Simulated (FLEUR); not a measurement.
**A series of single points on Ti**

System: Ti (P6₃/mmc, 2 atoms in the cell).
Method: Kohn-Sham DFT of a periodic cell, PBEsol, all-electron, no spin polarisation (FLEUR MaX-R8.1 (later development tree)).

The 5 runs differ only in the geometry, by an even scaling of the cell at fixed fractional positions. The structure derives from an entry of the Crystallography Open Database.

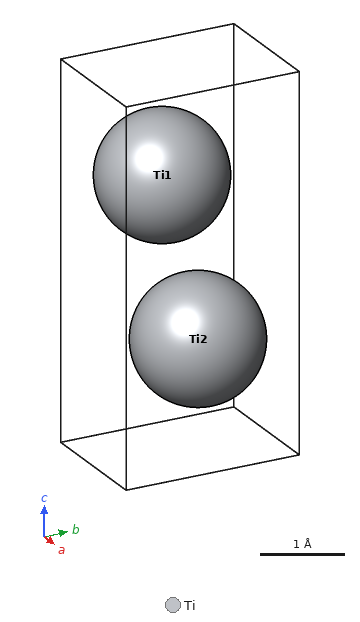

Figure 1. The structure of run 3 (spheres-only view of the cell of the calculation, seen at an oblique angle; atoms are numbered from 1 in the order of the input).

### Input of run 3
```
<?xml version="1.0" encoding="UTF-8" standalone="no"?>
<fleurInput fleurInputVersion="0.39">
   <comment>
      Ti                                                                                                  
   </comment>
   <calculationSetup>
      <cutoffs Kmax="4.1" Gmax="12.7" GmaxXC="12.7" numbands="0"/>
      <scfLoop itmax="60" minDistance="0.00001" maxIterBroyd="15" imix="Anderson" alpha="0.05" precondParam="0.0" spinf="2.0" sdNocoIR="T"/>
      <coreElectrons ctail="T" frcor="F" kcrel="0" coretail_lmax="0"/>
      <xcFunctional name="PBEs" relativisticCorrections="F"/>
      <magnetism jspins="1"/>
      <soc l_soc="F" theta="0.0" phi="0.0" spav="F"/>
      <expertModes spex="0" secvar="F"/>
      <geometryOptimization l_f="F" forcealpha="1.0" forcemix="BFGS" epsdisp="0.00001" epsforce="0.00001"/>
      <ldaU l_linMix="F" mixParam="0.05" spinf="1.0"/>
   </calculationSetup>
   <cell>
      <bzIntegration valenceElectrons="24.0" mode="hist" fermiSmearingEnergy="0.00183747">
         <kPointListSelection listName="default-1"/>
         <!-- k-points included here -->
         <xi:include xmlns:xi="http://www.w3.org/2001/XInclude" href="kpts.xml"> </xi:include>
      </bzIntegration>
      <!-- symmetry operations included here -->
      <xi:include xmlns:xi="http://www.w3.org/2001/XInclude" href="sym.xml"> </xi:include>
      <bulkLattice scale="1.0000000000">
         <bravaisMatrix>
            <row-1>    5.5746920675700000     0.0000000000000000     0.0000000000000000</row-1>
            <row-2>   -2.7873460337850000     4.8278249488590683     0.0000000000000000</row-2>
            <row-3>    0.0000000000000000     0.0000000000000000     8.8439182631279998</row-3>
         </bravaisMatrix>
      </bulkLattice>
   </cell>
   <atomSpecies>
      <species name="Titanium (Ti)" element="Ti" atomicNumber="22">
         <mtSphere radius="2.46" gridPoints="837" logIncrement="0.014"/>
         <atomicCutoffs lmax="10" lnonsphr="8"/>
         <electronConfig flipSpins="F">
            <coreConfig>(1s1/2) (2s1/2) (2p1/2) (2p3/2)</coreConfig>
            <valenceConfig>(3s1/2) (3p1/2) (3p3/2) (4s1/2) (3d3/2) (3d5/2)</valenceConfig>
            <stateOccupation state="(3d3/2)" spinUp="0.400000" spinDown="0.400000"/>
            <stateOccupation state="(3d5/2)" spinUp="0.600000" spinDown="0.600000"/>
         </electronConfig>
         <energyParameters s="4" p="4" d="3" f="4"/>
         <lo type="SCLO" l="0" n="3" eDeriv="0"/>
         <lo type="SCLO" l="1" n="3" eDeriv="0"/>
         <lo type="SCLO" l="1" n="3" eDeriv="1"/>
         <lo type="SCLO" l="2" n="3" eDeriv="2"/>
         <lo type="SCLO" l="3" n="4" eDeriv="2"/>
      </species>
   </atomSpecies>
   <atomGroups>
      <atomGroup species="Titanium (Ti)">
         <relPos label="                   1">-1.000/3.000 1.000/3.000 -1.000/4.000</relPos>
         <relPos label="                   2">1.000/3.000 -1.000/3.000 1.000/4.000</relPos>
         <force calculate="T" relaxXYZ="TTT"/>
      </atomGroup>
   </atomGroups>
   <output dos="F" band="F" slice="F">
      <checks vchk="F" cdinf="F"/>
      <bandDOS minEnergy="-.5*Htr" maxEnergy="0.5*Htr" sigma="0.015" storeEVData="T"/>
      <vacuumDOS vacdos="F" integ="F" star="F" nstars="0" locx1="0.0" locy1="0.0" locx2="0.0" locy2="0.0" nstm="0" tworkf="0.0"/>
      <unfoldingBand unfoldBand="F" supercellX="1" supercellY="1" supercellZ="1"/>
      <plotting iplot="0" polar="F">
         <plot TwoD="T" vec1="  1.0  0.0  0.0" vec2="  0.0  1.0  0.0" vec3="  0.0  0.0  1.0" zero="  0.0  0.0  0.0" file="plot"/>
      </plotting>
      <chargeDensitySlicing numkpt="0" minEigenval="0.0" maxEigenval="0.0" nnne="0" pallst="F"/>
      <specialOutput eonly="F"/>
      <moessbauerParams electricFieldGradient="T" isomerShift="T" coreHyperfine="T" valenceHyperfine="T"/>
      <magneticCircularDichroism mcd="F" energyLo="-10.0" energyUp="0.0"/>
   </output>
  <!-- We include the file relax.xml here to enable relaxations (see documentation) -->
  <xi:include xmlns:xi="http://www.w3.org/2001/XInclude" href="relax.xml"> <xi:fallback/> </xi:include>
</fleurInput>
```

Command:
```bash
inpgen -f crystal.txt -profile fastHighL; fleur_MPI
```

Lattice vectors (Å) and fractional positions of run 3:
```
   2.950000    0.000000    0.000000
  -1.475000    2.554775    0.000000
   0.000000    0.000000    4.680000
Ti  0.666667  0.333333  0.750000
Ti  0.333333  0.666667  0.250000
```

Run 4 has the same physical settings and fractional positions; its lattice vectors (Å) are:
```
   2.988820    0.000000    0.000000
  -1.494410    2.588394    0.000000
   0.000000    0.000000    4.741586
```

### Results, with one run withheld

| run | volume per atom (Å³) | free energy per atom, from the lowest run given (meV) |
| --- | --- | --- |
| 1 | 16.577 | 0.00 |
| 2 | 16.930 | 0.39 |
| 3 | 17.636 | 16.30 |
| 4 | 18.341 | ? |
| 5 | 18.694 | 71.74 |

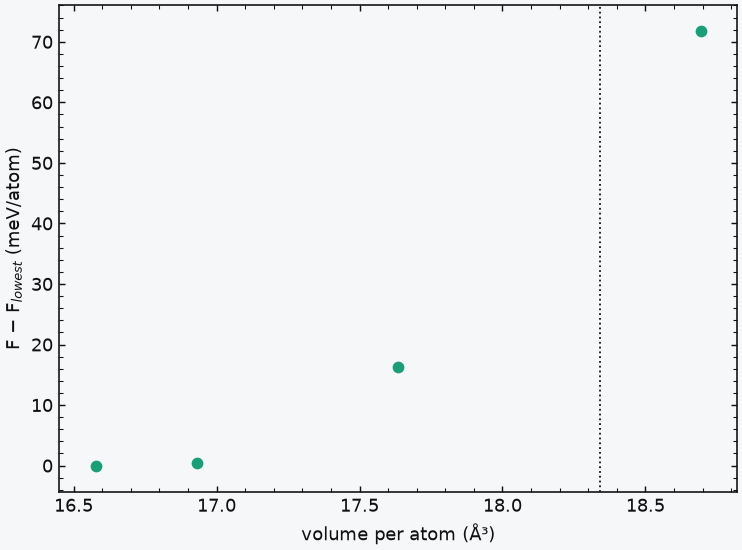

Figure 2. Free energy per atom of the runs given; the dotted line marks run 4.

What should run 4 give?

A quadratic polynomial in V^(−2/3) (the Birch–Murnaghan form), fitted to the 4 runs given, misses them by at most 0.07 meV per atom. With x = V^(−2/3) − 0.14876 Å⁻², it reads F = 9.6828 − 4994.1 x + 6.105e+05 x² (meV per atom). At run 4 it gives 49.62 meV per atom, and the run itself gives 49.57. The fit has its minimum at 16.734 Å³ per atom, where V d²F/dV² gives 121 GPa. Cell shape and fractional positions are held, so this is the stiffness under even scaling; the relaxed bulk modulus wasn't computed.

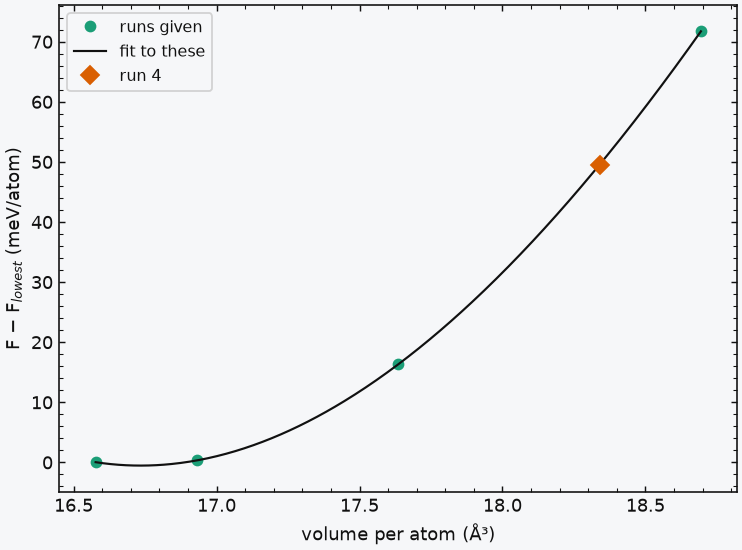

Figure 3. The fit and the withheld run.

### Output (run 4)
```
Welcome to FLEUR        (www.flapw.de)
      MaX-Release 8.1          (www.max-centre.eu)

 ========== k-point set info ==========
 Selected k-point list: default-1
 k-point list type: mesh
 10 x 10 x 6
 Number of k points: 56

 ------------Calculation Setup---------------------------
 Number of MPI-tasks      :            1
 Number of PE/node        :            1
 Number of OMP-threads    :            1
 Most efficient MPI parallelization for:
           1           2           4           7           8          14          28          56
 Additional eigenvalue parallelization possible
 Number of basis functions:          370
 Approximate size of matrices (H+S) per k-point:         0.002 GB
 --------------------------------------------------------

 Iteration:     1   Distance:       8.08661294 me/bohr^3

 Iteration:     2   Distance:       7.17834450 me/bohr^3

 Iteration:     3   Distance:       2.65466493 me/bohr^3

 Iteration:     4   Distance:       2.34472717 me/bohr^3

 Iteration:     5   Distance:       0.83777764 me/bohr^3

 Iteration:     6   Distance:       0.29296372 me/bohr^3

 Iteration:     7   Distance:       0.06232149 me/bohr^3

 Iteration:     8   Distance:       0.01526337 me/bohr^3

 Iteration:     9   Distance:       0.00671117 me/bohr^3

 Iteration:    10   Distance:       0.00111940 me/bohr^3

 Iteration:    11   Distance:       0.00098315 me/bohr^3

 Iteration:    12   Distance:       0.00003520 me/bohr^3

 Iteration:    13   Distance:       0.00002957 me/bohr^3

 Iteration:    14   Distance:       0.00000497 me/bohr^3

 ********************************************************************
 Run finished successfully
 Stop message:
   all done
 ********************************************************************
```
